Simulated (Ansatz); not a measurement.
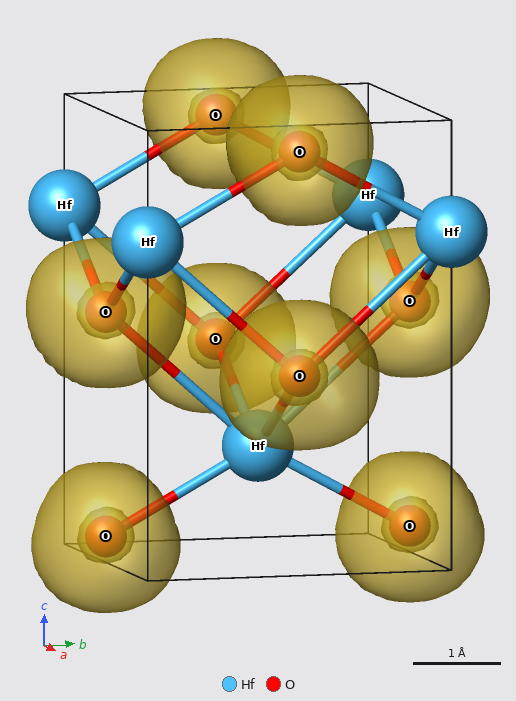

The picture shows: HfO₂. Isosurface of the electron localisation function at 0.65 (yellow), seen slightly off an axis. Only the valence region is drawn (cores and ρ < 0.01 e/Å³ removed). Sticks mark near contacts.

Space group Pmmn; a structure from a database of computed crystals, not necessarily the ambient phase; changed on purpose from its base cell (uniaxial strain along a, b, c and atoms relaxed: +1.5 %).

Method: DFT PBE, scalar-relativistic, plane waves, PAW (Ansatz 0.2.0).

**What do the ELF domains correspond to?**

At this value the surface marks out four regions wrapped around O (the valence shell of each), counted in one cell of 6 atoms. Regions shared between cells count once. Profiles from the grid: Hf–O (2.06 Å): the ELF peaks at about 0.85 in the valence shell of O, 0.6 Å from its nucleus, and drops to about 0.20 between the two atoms; no shared electron pair shows on this line.

**Metal or insulator at this level of theory?**

It is gapped, with a Kohn–Sham gap of 4.6 eV on the k-point mesh (the band edges may lie off the mesh, which would make the gap smaller).
